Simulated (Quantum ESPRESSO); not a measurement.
## MgO (Periclase): phonon frequency against volume, with a fit

Aim: the Grüneisen parameter and the pressure coefficient of an optical mode of MgO (Periclase).

Program: Quantum ESPRESSO 7.5. Level of theory: DFT LDA, scalar-relativistic, plane waves, GBRV ultrasoft pseudopotentials. Results are calculated unless marked as measured.

The database entry behind the starting cell differs from later determinations by our own check (about 0.1 % long), so it need not match the best structure at ambient conditions.

## 1. The relaxed structure

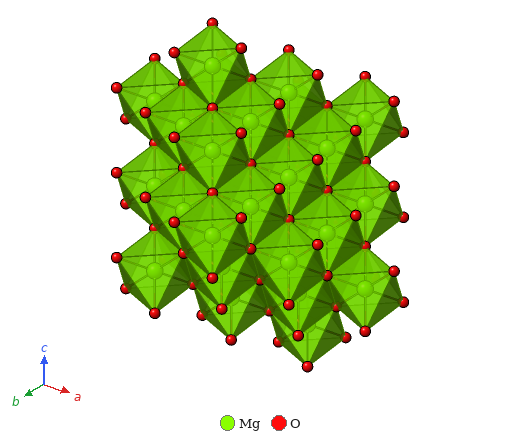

Start, viewed from a free direction; magnesium green, oxygen red. 2×1×2 cells are drawn. This picture shows the conventional cell, with its axes. Some periodic images of atoms are drawn too.

This is the cell after its relaxation at this level of theory, not the database cell from which that began.

## 2. Runs at several volumes

The relaxed cell is scaled uniformly; in this structure symmetry fixes all atoms, so nothing has to be relaxed anew. Each volume gets a ground state and a response at Γ. The mode followed is the highest one without the macroscopic field, of symmetry T1u; longitudinal polar modes lie higher. Cutoff 55 Ry, k mesh 12×12×12.

From the response at V/V₀ = 0.94:

The program printed:

```text
[banners, grids, parts of the stress and lines that vanish by symmetry left out]
Program PHONON v.7.5
     Reading xml data from directory:

[...]
Exchange-correlation= PZ
                           (   1   1   0   0   0   0   0)
[...]
kinetic-energy cut-off    =      55.0000  Ry
     charge density cut-off    =     440.0000  Ry
     convergence threshold     =      1.0E-18
[...]
Exchange-correlation= PZ
                           (   1   1   0   0   0   0   0)
[...]
q = (   0.0000000   0.0000000   0.0000000 )
     49 Sym.Ops. (with q -> -q+G )
     G cutoff =  330.9317  (  17933 G-vectors)     FFT grid: ( 40, 40, 40)
     G cutoff =  165.4659  (   6231 G-vectors)  smooth grid: ( 25, 25, 25)
     number of k points=    72
[...]
Mode symmetry, O_h (m-3m)  point group:
[...]
Dielectric constant
[...]
End of electric fields calculation
          Dielectric constant in cartesian axis
          (       3.128454377       0.000000000      -0.000000000 )
          (       0.000000000       3.128454377       0.000000000 )
          (      -0.000000000       0.000000000       3.128454377 )
          Effective charges (d Force / dE) in cartesian axis without acoustic sum rule applied (asr)
           atom    1  Mg    Mean Z*:        1.94709
      Ex  (        1.94709        0.00000        0.00000 )
      Ey  (        0.00000        1.94709       -0.00000 )
      Ez  (        0.00000       -0.00000        1.94709 )
           atom    2  O     Mean Z*:       -1.94437
      Ex  (       -1.94437        0.00000        0.00000 )
      Ey  (        0.00000       -1.94437       -0.00000 )
      Ez  (        0.00000       -0.00000       -1.94437 )
          Effective charges Sum: Mean:        0.00272
[...]
Effective charges (d Force / dE) in cartesian axis with asr applied:
           atom    1  Mg    Mean Z*:        1.94573
[...]
atom    2  O     Mean Z*:       -1.94573
[...]
Representation #   1 modes #   1   2   3
[...]
End of self-consistent calculation
     Convergence has been achieved
     Representation #   2 modes #   4   5   6
[...]
End of self-consistent calculation
     Convergence has been achieved
[...]
Dielectric constant in cartesian axis
          (       3.128454377       0.000000000      -0.000000000 )
          (       0.000000000       3.128454377       0.000000000 )
          (      -0.000000000       0.000000000       3.128454377 )
          Effective charges (d Force / dE) in cartesian axis without acoustic sum rule applied (asr)
           atom    1  Mg    Mean Z*:        1.94709
      Ex  (        1.94709        0.00000        0.00000 )
      Ey  (        0.00000        1.94709       -0.00000 )
      Ez  (        0.00000       -0.00000        1.94709 )
           atom    2  O     Mean Z*:       -1.94437
      Ex  (       -1.94437        0.00000        0.00000 )
      Ey  (        0.00000       -1.94437       -0.00000 )
      Ez  (        0.00000       -0.00000       -1.94437 )
          Effective charges Sum: Mean:        0.00272
[...]
Effective charges (d Force / dE) in cartesian axis with asr applied:
           atom    1  Mg    Mean Z*:        1.94573
[...]
atom    2  O     Mean Z*:       -1.94573
[...]
q = (    0.000000000   0.000000000   0.000000000 )
[...]
freq (    1) =      -0.267010 [THz] =      -8.906492 [cm-1]
     freq (    2) =      -0.267010 [THz] =      -8.906492 [cm-1]
     freq (    3) =      -0.267010 [THz] =      -8.906492 [cm-1]
     freq (    4) =      14.046155 [THz] =     468.529289 [cm-1]
     freq (    5) =      14.046155 [THz] =     468.529289 [cm-1]
     freq (    6) =      14.046155 [THz] =     468.529289 [cm-1]
[...]
Mode symmetry, O_h (m-3m)  point group:
     freq (   1-   3) =         -8.9  [cm-1]   --> T_1u G_15  G_4- I
     freq (   4-   6) =        468.5  [cm-1]   --> T_1u G_15  G_4- I

   JOB DONE.
```

One volume, V/V₀ = 1.03, is held back as a test.

| V/V₀ | volume (Å³/atom) | pressure (GPa) | ω (cm⁻¹) |
| --- | --- | --- | --- |
| 0.94 | 8.477 | 12.01 | 468.53 |
| 0.97 | 8.747 | 5.48 | 437.76 |
| 1 | 9.018 | -0.11 | 408.48 |
| 1.03 | 9.288 | -4.90 | held back |
| 1.06 | 9.559 | -9.02 | 353.29 |

## 3. The fit

The mode Grüneisen parameter is γ = −d ln ω / d ln V.

| ln(V/V₀) | ln ω |
| --- | --- |
| -0.0619 | 6.1496 |
| -0.0305 | 6.0817 |
| 0.0000 | 6.0124 |
| 0.0583 | 5.8673 |

A straight line through these points has the slope -2.357, so γ = 2.36; at V/V₀ = 1.03 it predicts ω = exp(6.0077 − 0.0697) = 379.17 cm⁻¹.

A parabola of pressure against ln V through V/V₀ = 0.97, 1 and 1.03 gives the bulk modulus B = −dP/d ln V = 173 GPa at V₀. With ω₀ from the fitted line the pressure coefficient follows as dω/dP = γ ω₀ / B = 2.36 × 406.5 / 173 = 5.55 cm⁻¹/GPa.

## 4. The run that was held back

The program printed:

```text
[banners, grids, parts of the stress and lines that vanish by symmetry left out]
[banner, memory and clock lines left out]
Program PHONON v.7.5

[...]
Exchange-correlation= PZ
                           (   1   1   0   0   0   0   0)
[...]
kinetic-energy cut-off    =      55.0000  Ry
     charge density cut-off    =     440.0000  Ry
     convergence threshold     =      1.0E-18
[...]
Exchange-correlation= PZ
                           (   1   1   0   0   0   0   0)
[...]
q = (   0.0000000   0.0000000   0.0000000 )
     49 Sym.Ops. (with q -> -q+G )
     G cutoff =  351.7315  (  19579 G-vectors)     FFT grid: ( 40, 40, 40)
     G cutoff =  175.8658  (   6855 G-vectors)  smooth grid: ( 27, 27, 27)
     number of k points=    72
[...]
Mode symmetry, O_h (m-3m)  point group:
[...]
Dielectric constant
[...]
End of electric fields calculation
          Dielectric constant in cartesian axis
          (       3.220409761      -0.000000000      -0.000000000 )
          (      -0.000000000       3.220409761       0.000000000 )
          (      -0.000000000       0.000000000       3.220409761 )
          Effective charges (d Force / dE) in cartesian axis without acoustic sum rule applied (asr)
           atom    1  Mg    Mean Z*:        1.98491
      Ex  (        1.98491        0.00000        0.00000 )
      Ey  (        0.00000        1.98491       -0.00000 )
      Ez  (        0.00000       -0.00000        1.98491 )
           atom    2  O     Mean Z*:       -1.98231
      Ex  (       -1.98231        0.00000       -0.00000 )
[...]
Representation #   1 modes #   1   2   3
[...]
End of self-consistent calculation
     Convergence has been achieved
     Representation #   2 modes #   4   5   6
[...]
End of self-consistent calculation
     Convergence has been achieved
[...]
Dielectric constant in cartesian axis
          (       3.220409761      -0.000000000      -0.000000000 )
          (      -0.000000000       3.220409761       0.000000000 )
          (      -0.000000000       0.000000000       3.220409761 )
          Effective charges (d Force / dE) in cartesian axis without acoustic sum rule applied (asr)
           atom    1  Mg    Mean Z*:        1.98491
      Ex  (        1.98491        0.00000        0.00000 )
      Ey  (        0.00000        1.98491       -0.00000 )
      Ez  (        0.00000       -0.00000        1.98491 )
           atom    2  O     Mean Z*:       -1.98231
      Ex  (       -1.98231        0.00000       -0.00000 )
      Ey  (        0.00000       -1.98231       -0.00000 )
      Ez  (        0.00000       -0.00000       -1.98231 )
          Effective charges Sum: Mean:        0.00260
[...]
Effective charges (d Force / dE) in cartesian axis with asr applied:
           atom    1  Mg    Mean Z*:        1.98361
[...]
atom    2  O     Mean Z*:       -1.98361
[...]
q = (    0.000000000   0.000000000   0.000000000 )
[...]
freq (    1) =      -0.485931 [THz] =     -16.208909 [cm-1]
     freq (    2) =      -0.485931 [THz] =     -16.208909 [cm-1]
     freq (    3) =      -0.485931 [THz] =     -16.208909 [cm-1]
     freq (    4) =      11.400417 [THz] =     380.276993 [cm-1]
     freq (    5) =      11.400417 [THz] =     380.276993 [cm-1]
     freq (    6) =      11.400417 [THz] =     380.276993 [cm-1]
[...]
Mode symmetry, O_h (m-3m)  point group:
     freq (   1-   3) =        -16.2  [cm-1]   --> T_1u G_15  G_4- I
     freq (   4-   6) =        380.3  [cm-1]   --> T_1u G_15  G_4- I
```

It gives 380.28 cm⁻¹ against the predicted 379.17 cm⁻¹, a miss of 1 cm⁻¹.

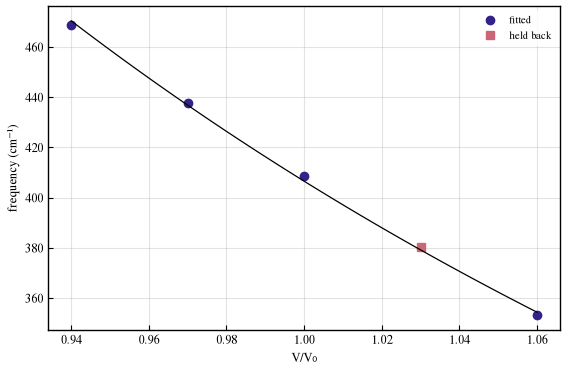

Frequency against volume, with the power-law fit.

## 5. Outcome

```
mode Grüneisen parameter : 2.357
bulk modulus             : 173 GPa
pressure coefficient     : 5.55 cm⁻¹/GPa
```

In words: The highest optical mode of MgO (Periclase) without the LO-TO term stiffens by 5.55 cm⁻¹ a GPa near the relaxed volume, with γ = 2.36. The power law meets all 5 runs within 0.48 %; between neighbouring volumes γ runs from 2.16 to 2.56. Such a coefficient turns a measured shift of this mode into a hydrostatic stress; uniaxial or biaxial stress splits the mode and needs deformation potentials. The acoustic modes of the response miss zero by 14 cm⁻¹, a numerical error that can touch the optical modes as well. These are harmonic values at zero temperature for the structure held cubic, which a run at Γ can't show to be stable; the bulk modulus rests on three points.

[Host names and launcher messages were left out of these logs when they were recorded.]

[Logs are printed without paths, hosts, clocks, repeated set-up lines and the standing remarks that a program may print on its own settings, such as how far it seeks lower states.]

[Hosts, paths, dates, database ids (printed as entryN), source tags and the programs' standing remarks are cut or masked in the printed files.]
